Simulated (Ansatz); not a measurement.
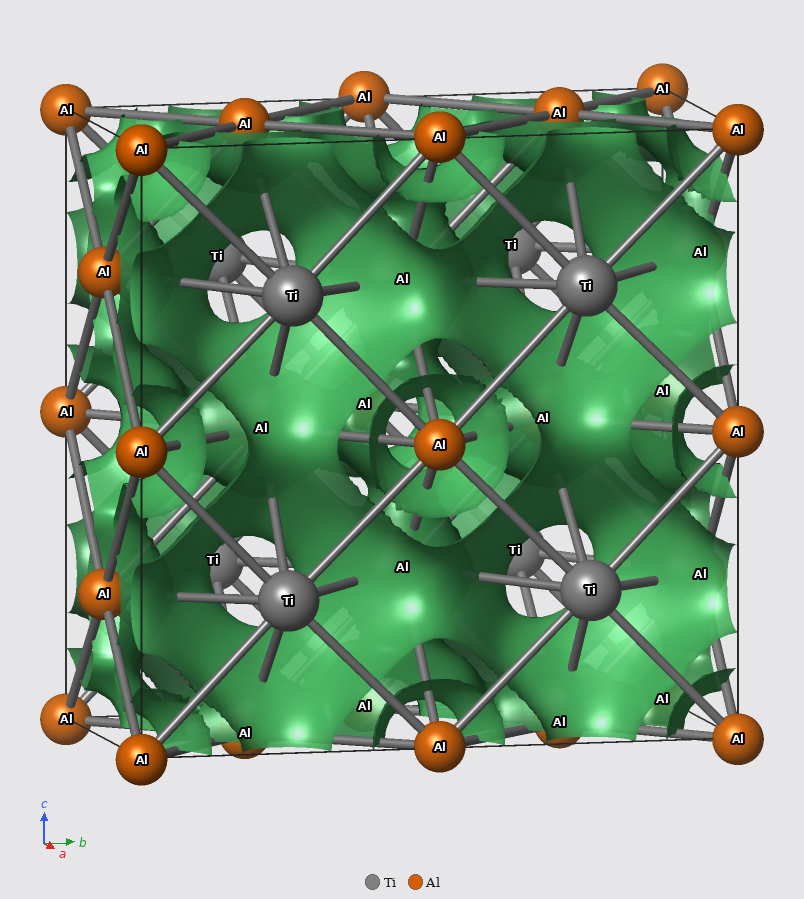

TiAl3. Isosurface of the ELF at 0.55 (green), seen slightly off an axis. Core shells and regions of very low density are left out. Sticks mark near contacts.

Space group Amm2; a structure from a database of computed crystals, not necessarily the ambient phase; not relaxed (largest force 1.0 eV/Å); computed without spin polarisation; PAW files of the earlier set (soft_1).

The calculation used DFT PBEsol, scalar-relativistic, plane waves, PAW in Ansatz 0.2.0.

In a PAW calculation such maps are meaningful between the atoms, not at the nuclei.

```
Ti Al
1.0
     3.94796    0.00000    0.00000
     0.00000    7.89592    0.00000
     0.00000    0.00000    7.89592
Ti Al
4 12
Direct
  0.00000 0.24661 0.25000
  0.00000 0.74661 0.75000
  0.00000 0.25339 0.75000
  0.00000 0.75339 0.25000
  0.50000 0.00000 0.23609
  0.50000 0.50000 0.73609
  0.50000 0.00000 0.76391
  0.50000 0.50000 0.26391
  0.50000 0.23609 0.00000
  0.50000 0.73609 0.50000
  0.50000 0.26391 0.50000
  0.50000 0.76391 0.00000
  0.00000 0.00000 0.99770
  0.00000 0.50000 0.49770
  0.00000 0.00000 0.50230
  0.00000 0.50000 0.00230
```

Identify the bonds, lone pairs and shells in this picture.

Answer. The surface consists of one network that runs through the whole crystal, counted in one cell of 16 atoms. Any copies at cell faces, edges or corners count once.

Values along the shortest contacts:
Al–Al (2.64 Å): the ELF peaks at about 0.75 between the atoms. Ti–Al (2.77 Å): the ELF is about 0.35 at the midpoint.

Does the calculation give a band gap?

Answer. It is gapless in this calculation (a metal or semimetal).
